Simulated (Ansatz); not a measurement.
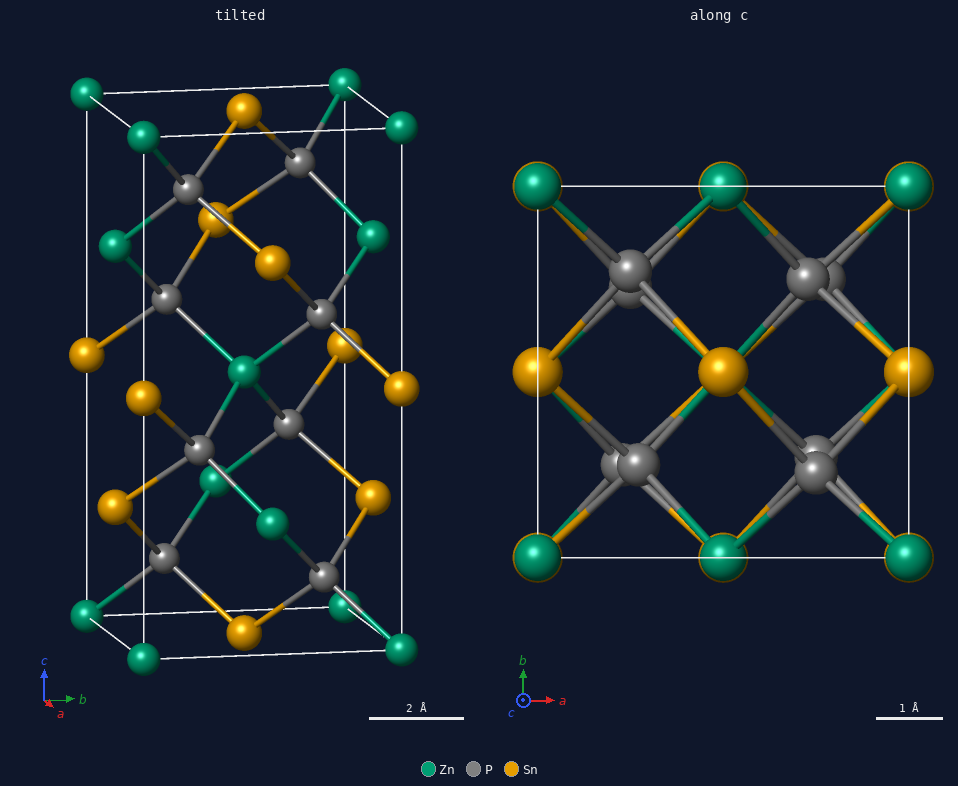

The structure above is drawn in ball-and-stick style and viewed slightly off an axis and along the c axis. The box is the conventional unit cell; atoms on or close to its faces, edges and corners are drawn wherever they repeat.

ZnSnP2, chalcopyrite, space group I-42d (No. 122), a = 5.650 Å, b = 5.650 Å, c = 11.327 Å, α = 90.00°, β = 90.00°, γ = 90.00°. The initial geometry was a structure type filled with these elements by a generator (whether the compound takes this form wasn't checked). Earlier steps of the study may have refined or changed the cell and positions. A calculation with Ansatz used it as input.

This one geometry was computed with Ansatz (DFT, plane waves, PAW) at five levels of theory: PBE with spin-orbit coupling, PBE, PBE0, r2SCAN and HSE06. It was relaxed beforehand with r2SCAN.

Q: Which level gives the highest pressure at this volume, and what does that say about its equilibrium volume?

A: Highest: PBE with spin-orbit coupling (2.0 GPa) and PBE (2.0 GPa), which points to the largest equilibrium volume. Lowest, with the smallest volume: PBE0 (0.2 GPa), r2SCAN (0.0 GPa) and HSE06 (0.4 GPa). Levels within 0.5 GPa of each other can't be told apart.

Q: How does the band gap change with the level of theory?

A: PBE with spin-orbit coupling: a gap of 0.81 eV, direct; PBE: a gap of 0.83 eV, direct; r2SCAN: a gap of 1.25 eV, direct; HSE06: a gap of 1.68 eV, direct; PBE0: a gap of 2.28 eV, direct.

Q: Collect the results in a table.

A:
| level | cutoff (eV) | k-mesh of the run's cell | gap (eV) | pressure (GPa) |
| --- | --- | --- | --- | --- |
| PBE with spin-orbit coupling | 420 | 6×6×6 | 0.81 | 2.0 |
| PBE | 420 | 6×6×6 | 0.83 | 2.0 |
| PBE0 | 420 | 4×4×4 | 2.28 | 0.2 |
| r2SCAN | 500 | 6×6×6 | 1.25 | 0.0 |
| HSE06 | 420 | 4×4×4 | 1.68 | 0.4 |

Gaps are taken on the k-mesh or band path of each run.
